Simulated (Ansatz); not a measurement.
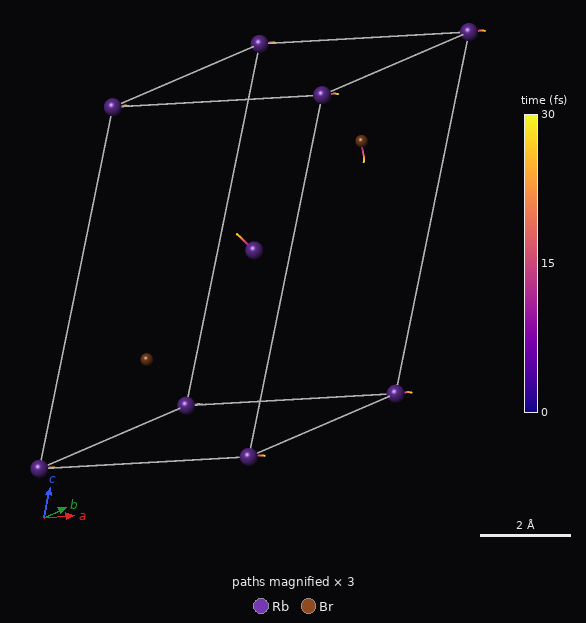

Molecular dynamics of a 4-atom cell of RbBr (set up in Fm-3m), 30 fs long. Lines trace each atom's path, coloured by time; spheres stand at the starting positions. The excursions are magnified 3 times. Seen from a free direction in the reduced simulation cell.

All numbers below come from DFT, PBE, PAW with Ansatz's default frozen-core files, scalar-relativistic (Ansatz). Set-up: plane-wave cutoff 420 eV; k-point mesh 3 × 5 × 5; Fermi-Dirac smearing 0.08 eV; Langevin thermostat (NVT); set temperature 1200 K; time step 2 fs.

**What do the traces tell about the motion?**

In the second half of the run the atoms are, in the root-mean-square, this far from where they began (common drift taken out): Rb 0.14 Å, Br 0.11 Å. The run lasts only 30 fs, too short to tell vibration from diffusion. Over the second half the temperature averages 1162 K (spread ±118 K). The potential energy in the second half lies on average 14.7 meV per atom above the first frame. The mean pressure there is 1.6 GPa.

Cost: 58 s on 2 threads of Arm Neoverse V2 (shared host), peak memory 0.48 GiB.
